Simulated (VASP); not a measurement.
System: AlB2-type TiB2, space group P6/mmm, 3 atoms in the cell.

```xyz
3
Lattice="2.9958 0.0000 0.0000 -1.4979 2.5945 0.0000 0.0000 0.0000 3.1617" Properties=species:S:1:pos:R:3 pbc="T T T"
Ti    0.0000    0.0000    0.0000
B     0.0000    1.7296    1.5809
B     1.4979    0.8648    1.5809
```

Method: LDA, VASP PAW LDA potentials, release 64 (Ti_sv, B), no spin polarisation, no spin-orbit coupling, 15×15×14 k mesh in the self-consistent step, 520 eV cutoff, Gaussian smearing of 0.1 eV (VASP 6.6.1).

What will the density of states look like?

It is a metal. The density of states is about 0.36 per eV and cell at the Fermi level (mean within 0.1 eV) and changes fast nearby: within 0.3 eV it runs from 0.18 to 0.59 per eV and cell. By projected weight, the states within 0.3 eV of the Fermi level are Ti (86 %) and B (14 %). The tallest peak in the window is at 3.0 eV; by projected weight it is Ti (89 %).

The density of states was taken on a 23×23×21 mesh with the tetrahedron method. The cell was derived from a database entry in an earlier step, so it needn't be the measured one.

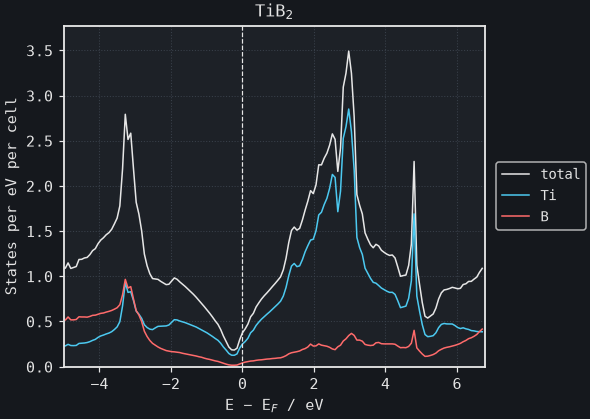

Density of states. Energies are counted from the Fermi level. The partial curves are projected inside the PAW spheres; the rest of the total lies in parts that aren't drawn and between the spheres.
